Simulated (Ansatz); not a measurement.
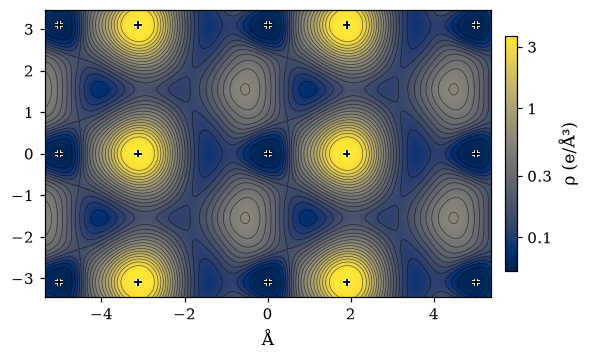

The valence electron density on a plane through atoms (crosses mark nuclei in the plane).

All numbers below come from Ansatz 0.2.0, DFT, dielectric-dependent PBE0 (fraction 1/eps_inf of PBE), plane waves, PAW.

Candidates:
A. SnO₂, a = 4.76 Å, b = 4.76 Å, c = 3.20 Å, α = 90.00°, β = 90.00°, γ = 90.00°. Space group P4₂/mnm; started from the rutile prototype, which need not be the ambient phase.
B. WS₂, a = 3.17 Å, b = 3.17 Å, c = 12.49 Å, α = 90.00°, β = 90.00°, γ = 120.00°. Space group P6₃/mmc; started from the 2H (MoS2) bulk prototype, which need not be the ambient phase.
C. AlN, a = 3.10 Å, b = 3.10 Å, c = 10.03 Å, α = 90.00°, β = 90.00°, γ = 120.00°. Space group P6₃mc; started from the 4H polytype prototype, which need not be the ambient phase.

**Which candidate gave the map?**

Candidate C: AlN on the (11̄0) plane of the conventional cell, which holds Al and N. Al–N (1.90 Å): the density is about 0.68 e/Å³ at the midpoint.
